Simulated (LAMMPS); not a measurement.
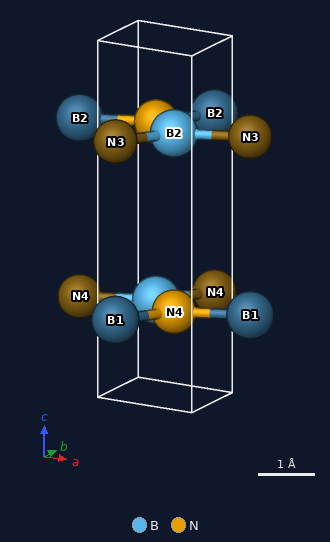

Fig. 1: The input geometry (ball-and-stick view of the cell of the calculation, seen slightly off an axis; neighbours outside the cell are drawn fainter; atoms are numbered from 1 in the order of the input). Near neighbours in the crystal (not all of them lie inside the picture): B has 3 N at 1.44 Å; N has 3 B at 1.44 Å.

Geometry relaxation, with input and output: BN

BN (P6₃/mmc, 4 atoms in the cell), computed with classical potential BN.extep (style extep) (LAMMPS 22 Jul 2025 update 4).

The structure derives from an entry of the Crystallography Open Database. The geometry comes from this level: r2scan-rvv10.

**Input**
```
units metal
boundary p p p
atom_style atomic
read_data data.lmp
pair_style extep
pair_coeff * * BN.extep B N
thermo_style custom step pe press pxx pyy pzz pyz pxz pxy vol fmax
thermo_modify format float %.8f
dump 1 all custom 10 dump.lmp id type x y z fx fy fz
dump_modify 1 sort id format float %.8f
thermo 10
fix 1 all box/relax tri 0.0 vmax 0.001
min_style cg
minimize 0.0 1.0e-6 400 4000
minimize 0.0 1.0e-6 400 4000
unfix 1
undump 1
write_dump all custom end.lmp id type x y z modify sort id format float %.8f
run 0
```

**File data.lmp**
```
crystal

4 atoms
2 atom types

0.0 2.50058268 xlo xhi
0.0 2.16556812 ylo yhi
0.0 6.52363714 zlo zhi
-1.25029134 0.00000000 0.00000000 xy xz yz

Masses

1 10.8100
2 14.0070

Atoms

1 1 0.00000000 1.44371208 1.63090928
2 1 1.25029134 0.72185604 4.89272785
3 2 0.00000000 1.44371208 4.89272785
4 2 1.25029134 0.72185604 1.63090928
```

Run on 1 thread of Intel Xeon (Granite Rapids), 192 GiB of memory available, shared host.

Launch command:
```bash
lmp -in in.lmp -log none -nocite
```

**Log**
```
using 1 OpenMP thread(s) per MPI task
Reading data file ...
  triclinic box = (0 0 0) to (2.5005827 2.1655681 6.5236371) with tilt (-1.2502913 0 0)
WARNING: Triclinic box skew is large. LAMMPS will run inefficiently. (src/src/domain.cpp:221)
  1 by 1 by 1 MPI processor grid
  reading atoms ...
  4 atoms
  read_data CPU = 0.001 seconds
Neighbor list info ...
  max neighbors/atom: 2000, page size: 100000
  master list distance cutoff = 4.2
  ghost atom cutoff = 4.2
  binsize = 2.1, bins = 2 2 4
  1 neighbor lists, perpetual/occasional/extra = 1 0 0
  (1) pair extep, perpetual
      attributes: full, newton on, ghost
      pair build: full/bin/ghost
      stencil: full/ghost/bin/3d
      bin: standard
Setting up cg style minimization ...
  Unit style    : metal
  Current step  : 0
WARNING: Energy due to 6 extra global DOFs will be included in minimizer energies
 (src/src/min.cpp:222)
Per MPI rank memory allocation (min/avg/max) = 4.2 | 4.2 | 4.2 Mbytes
   Step         PotEng         Press           Pxx            Pyy            Pzz            Pyz            Pxz            Pxy           Volume          Fmax
         0  -26.75958485 9206.48874678 13809.72313780 13809.74310255 0.00000000 0.00000000 0.00000000 0.00000000 35.32668328 0.00000005
        10  -26.76000018 -0.48913129 -0.73347248 -0.73392140 0.00000000 0.00000000 0.00000000 -0.55487583 35.42330634 0.00000350
        13  -26.76000018 0.00721082 0.01081540 0.01081707 0.00000000 0.00000000 0.00000000 -0.02623143 35.42330109 0.00000010
Loop time of 0.000984621 on 1 procs for 13 steps with 4 atoms

100.0% CPU use with 1 MPI tasks x 1 OpenMP threads

Minimization stats:
  Stopping criterion = force tolerance
  Energy initial, next-to-last, final =
     -26.7595848470714  -26.7600001837291  -26.7600001837291
  Force two-norm initial, final = 0.43061861 7.7646796e-07
  Force max component initial, final = 0.30449356 6.6877033e-07
  Final line search alpha, max atom move = 1 6.6877033e-07
  Iterations, force evaluations = 13 25

MPI task timing breakdown:
Section |  min time  |  avg time  |  max time  |%varavg| %total
---------------------------------------------------------------
Pair    | 0.00078965 | 0.00078965 | 0.00078965 |   0.0 | 80.20
Neigh   | 0          | 0          | 0          |   0.0 |  0.00
Comm    | 2.3809e-05 | 2.3809e-05 | 2.3809e-05 |   0.0 |  2.42
Output  | 3.463e-05  | 3.463e-05  | 3.463e-05  |   0.0 |  3.52
Modify  | 0          | 0          | 0          |   0.0 |  0.00
Other   |            | 0.0001365  |            |       | 13.87

Nlocal:              4 ave           4 max           4 min
Histogram: 1 0 0 0 0 0 0 0 0 0
Nghost:            196 ave         196 max         196 min
Histogram: 1 0 0 0 0 0 0 0 0 0
Neighs:              0 ave           0 max           0 min
Histogram: 1 0 0 0 0 0 0 0 0 0
FullNghs:          152 ave         152 max         152 min
Histogram: 1 0 0 0 0 0 0 0 0 0

Total # of neighbors = 152
Ave neighs/atom = 38
Neighbor list builds = 0
Dangerous builds = 0
Setting up cg style minimization ...
  Unit style    : metal
  Current step  : 13
WARNING: Energy due to 6 extra global DOFs will be included in minimizer energies
 (src/src/min.cpp:222)
Per MPI rank memory allocation (min/avg/max) = 5.451 | 5.451 | 5.451 Mbytes
   Step         PotEng         Press           Pxx            Pyy            Pzz            Pyz            Pxz            Pxy           Volume          Fmax
        13  -26.76000018 0.00721081 0.01081539 0.01081705 0.00000000 0.00000000 0.00000000 -0.02623144 35.42330109 0.00000010
        14  -26.76000018 -0.00372053 -0.00557741 -0.00558418 0.00000000 0.00000000 0.00000000 -0.00539854 35.42330120 0.00000008
Loop time of 0.000132923 on 1 procs for 1 steps with 4 atoms

100.1% CPU use with 1 MPI tasks x 1 OpenMP threads

Minimization stats:
  Stopping criterion = force tolerance
  Energy initial, next-to-last, final =
     -26.7600001837292  -26.7600001837292  -26.7600001837294
  Force two-norm initial, final = 7.774558e-07 2.7583974e-07
  Force max component initial, final = 6.6968431e-07 1.3782372e-07
  Final line search alpha, max atom move = 1 1.3782372e-07
  Iterations, force evaluations = 1 2

MPI task timing breakdown:
Section |  min time  |  avg time  |  max time  |%varavg| %total
---------------------------------------------------------------
Pair    | 9.7809e-05 | 9.7809e-05 | 9.7809e-05 |   0.0 | 73.58
Neigh   | 0          | 0          | 0          |   0.0 |  0.00
Comm    | 2.815e-06  | 2.815e-06  | 2.815e-06  |   0.0 |  2.12
Output  | 0          | 0          | 0          |   0.0 |  0.00
Modify  | 0          | 0          | 0          |   0.0 |  0.00
Other   |            | 3.23e-05   |            |       | 24.30

Nlocal:              4 ave           4 max           4 min
Histogram: 1 0 0 0 0 0 0 0 0 0
Nghost:            196 ave         196 max         196 min
Histogram: 1 0 0 0 0 0 0 0 0 0
Neighs:              0 ave           0 max           0 min
Histogram: 1 0 0 0 0 0 0 0 0 0
FullNghs:          152 ave         152 max         152 min
Histogram: 1 0 0 0 0 0 0 0 0 0

Total # of neighbors = 152
Ave neighs/atom = 38
Neighbor list builds = 0
Dangerous builds = 0
WARNING: No fixes with time integration, atoms won't move
Setting up Verlet run ...
  Unit style    : metal
  Current step  : 14
  Time step     : 0.001
Per MPI rank memory allocation (min/avg/max) = 3.075 | 3.075 | 3.075 Mbytes
   Step         PotEng         Press           Pxx            Pyy            Pzz            Pyz            Pxz            Pxy           Volume          Fmax
        14  -26.76000018 -0.00372053 -0.00557741 -0.00558418 0.00000000 0.00000000 0.00000000 -0.00539853 35.42330120 0.00000008
Loop time of 1.026e-06 on 1 procs for 0 steps with 4 atoms

194.9% CPU use with 1 MPI tasks x 1 OpenMP threads

MPI task timing breakdown:
Section |  min time  |  avg time  |  max time  |%varavg| %total
---------------------------------------------------------------
Pair    | 0          | 0          | 0          |   0.0 |  0.00
Neigh   | 0          | 0          | 0          |   0.0 |  0.00
Comm    | 0          | 0          | 0          |   0.0 |  0.00
Output  | 0          | 0          | 0          |   0.0 |  0.00
Modify  | 0          | 0          | 0          |   0.0 |  0.00
Other   |            | 1.026e-06  |            |       |100.00

Nlocal:              4 ave           4 max           4 min
Histogram: 1 0 0 0 0 0 0 0 0 0
Nghost:            196 ave         196 max         196 min
Histogram: 1 0 0 0 0 0 0 0 0 0
Neighs:              0 ave           0 max           0 min
Histogram: 1 0 0 0 0 0 0 0 0 0
FullNghs:          152 ave         152 max         152 min
Histogram: 1 0 0 0 0 0 0 0 0 0

Total # of neighbors = 152
Ave neighs/atom = 38
Neighbor list builds = 0
Dangerous builds = 0
```

**Trajectory as extended XYZ (Å, eV, eV/Å), 4 frames, from step=0 to step=14**
```
4
Lattice="2.5006 0.0000 0.0000 -1.2503 2.1656 0.0000 0.0000 0.0000 6.5236" Properties=species:S:1:pos:R:3:forces:R:3 step=0 energy=-26.75958 pressure_GPa=0.92
B     0.0000    1.4437    1.6309    0.0000   0.0000   0.0000
B     1.2503    0.7219    4.8927    0.0000   0.0000   0.0000
N     0.0000    1.4437    4.8927    0.0000   0.0000   0.0000
N     1.2503    0.7219    1.6309    0.0000   0.0000   0.0000
4
Lattice="2.5040 0.0000 0.0000 -1.2520 2.1685 0.0000 0.0000 0.0000 6.5236" Properties=species:S:1:pos:R:3:forces:R:3 step=10 energy=-26.76000 pressure_GPa=-0.00
B    -0.0017    1.4442    1.6309    0.0000   0.0000   0.0000
B     1.2503    0.7214    4.8927    0.0000   0.0000   0.0000
N    -0.0017    1.4442    4.8927    0.0000   0.0000   0.0000
N     1.2503    0.7214    1.6309    0.0000   0.0000   0.0000
4
Lattice="2.5040 0.0000 0.0000 -1.2520 2.1685 0.0000 0.0000 0.0000 6.5236" Properties=species:S:1:pos:R:3:forces:R:3 step=13 energy=-26.76000 pressure_GPa=0.00
B    -0.0017    1.4442    1.6309    0.0000   0.0000   0.0000
B     1.2503    0.7214    4.8927    0.0000   0.0000   0.0000
N    -0.0017    1.4442    4.8927    0.0000   0.0000   0.0000
N     1.2503    0.7214    1.6309    0.0000   0.0000   0.0000
4
Lattice="2.5040 0.0000 0.0000 -1.2520 2.1685 0.0000 0.0000 0.0000 6.5236" Properties=species:S:1:pos:R:3:forces:R:3 step=14 energy=-26.76000 pressure_GPa=-0.00
B    -0.0017    1.4442    1.6309    0.0000   0.0000   0.0000
B     1.2503    0.7214    4.8927    0.0000   0.0000   0.0000
N    -0.0017    1.4442    4.8927    0.0000   0.0000   0.0000
N     1.2503    0.7214    1.6309    0.0000   0.0000   0.0000
```

**Results in brief**

| quantity | value |
| --- | --- |
| outcome | converged |
| space group (tolerance 0.01 Å) | P6₃/mmc (194) |
| potential energy | −26.7600 eV |
| pressure | 0.00 GPa |
| final volume | 35.42 Å³ |
| final cell | a = 2.504 Å, b = 2.504 Å, c = 6.524 Å, α = 90.00°, β = 90.00°, γ = 120.00° |
| peak memory | 0.027 GiB |
